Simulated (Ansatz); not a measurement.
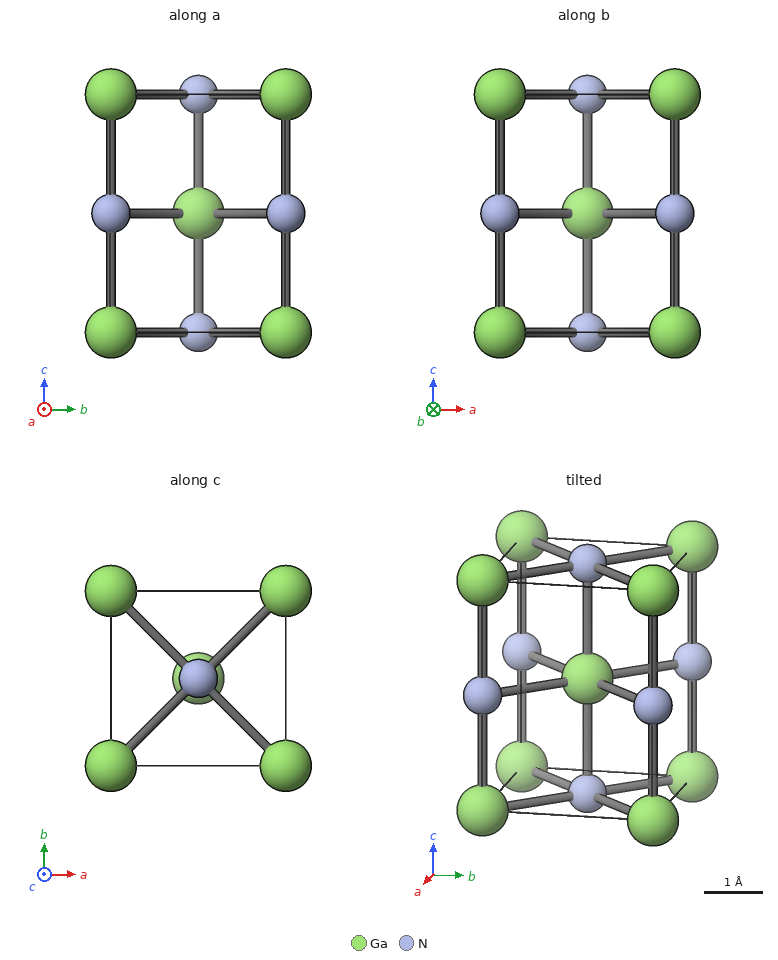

We look at a ball-and-stick model of the crystal along the a axis, along the b axis, along the c axis and slightly off an axis. The box is the conventional unit cell; atoms on or close to its faces, edges and corners are drawn wherever they repeat.

Lattice parameters: a = 3.0415 Å, b = 3.0415 Å, c = 4.1388 Å, α = 90.000°, β = 90.000°, γ = 90.000°.

Q: Turn the picture into a CIF in P1 with every atom of the cell.

A:
```cif
data_structure
_symmetry_space_group_name_H-M 'P 1'
_symmetry_Int_Tables_number 1
_cell_length_a 3.0415
_cell_length_b 3.0415
_cell_length_c 4.1388
_cell_angle_alpha 90.000
_cell_angle_beta 90.000
_cell_angle_gamma 90.000
_cell_volume 38.29
loop_
_atom_site_label
_atom_site_type_symbol
_atom_site_fract_x
_atom_site_fract_y
_atom_site_fract_z
_atom_site_occupancy
Ga1 Ga 0.0000 0.0000 0.0000 1
N1 N 0.0000 0.0000 0.5000 1
Ga2 Ga 0.5000 0.5000 0.5000 1
N2 N 0.5000 0.5000 0.0000 1
```

Origin of the cell: a structure type filled with these elements by a generator (whether the compound takes this form wasn't checked). The cell was then strained or its atoms displaced on purpose. An electronic-structure calculation with Ansatz was run on it.
